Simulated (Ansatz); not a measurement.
TaN

Input file:

```
crystal:
  lattice:
    - [5.1849992558, 0.0, 0.0]
    - [-2.5924996279, 4.4903410741, 0.0]
    - [0.0, 0.0, 2.908]
  atoms:
    - { symbol: Ta, position: [0.0, 0.0, 0.0], spin: 2.0 }
    - { symbol: Ta, position: [0.3333333333, 0.6666666667, 0.5], spin: 2.0 }
    - { symbol: Ta, position: [0.6666666667, 0.3333333333, 0.5], spin: 2.0 }
    - { symbol: "N", position: [0.5, 0.0, 0.0] }
    - { symbol: "N", position: [0.5, 0.5, 0.0] }
    - { symbol: "N", position: [0.0, 0.5, 0.0] }
magnetization:
  spin_polarized: true
kpoints:
  mp_grid: { grid: [6, 6, 10] }
scf:
  occupations: { method: fermi_dirac, width: 0.02 }
hamiltonian:
  xc: pbe
  pseudopotentials: { kind: paw, frozen_core: stored }
output:
  forces: true
  stress: true
  populations: true
  efg: { quadrupole_moments_barn: { Ta: 3.17, "N": 0.02044 } }
  write_density: true
  write_potential: true
  elf: true
  volumetric_format: npy
relax:
  f_tol: 0.02
  max_steps: 60
```

Command:

```sh
ansatz run input.yaml --threads 1 --pin off --max-ram 3072MiB --backend cpu --events-out ev --progress --plain --runs-dir out
```

Below, planes, directions and counts refer to the conventional cell (a = 5.18 Å, b = 5.18 Å, c = 2.91 Å, α = 90.00°, β = 90.00°, γ = 120.00°).

The fields are those of the relaxed geometry.

Space group P6/mmm; computed pressure about 10 GPa in this cell; the program warned that a starting moment wasn't kept; spin-polarised, but the moments vanished.

Theory: Ansatz 0.2.0, DFT, PBE, plane-wave PAW, default files, scalar-relativistic, frozen cores.

**Predict the valence pseudo-density and electron localisation function between the atoms.**

Ta–Ta (2.91 Å): the density is about 0.34 e/Å³ at the midpoint; the ELF is about 0.40 at the midpoint.

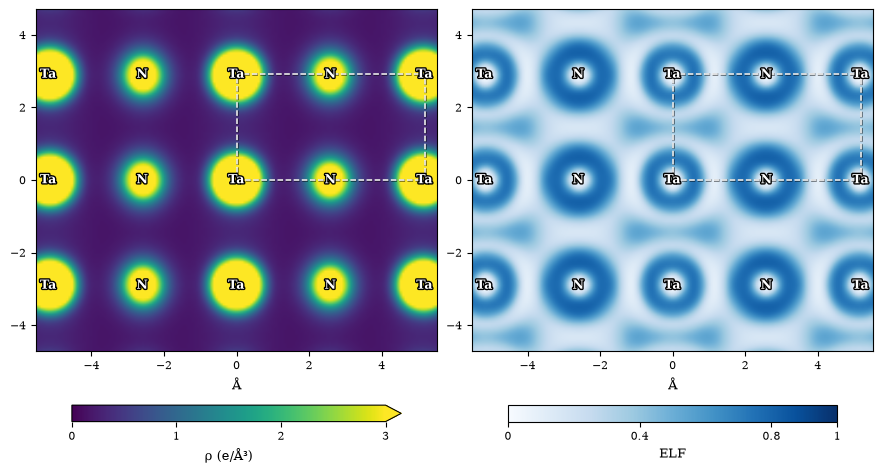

Computed valence pseudo-density and electron localisation function on the (010) plane of the conventional cell, in this order. 
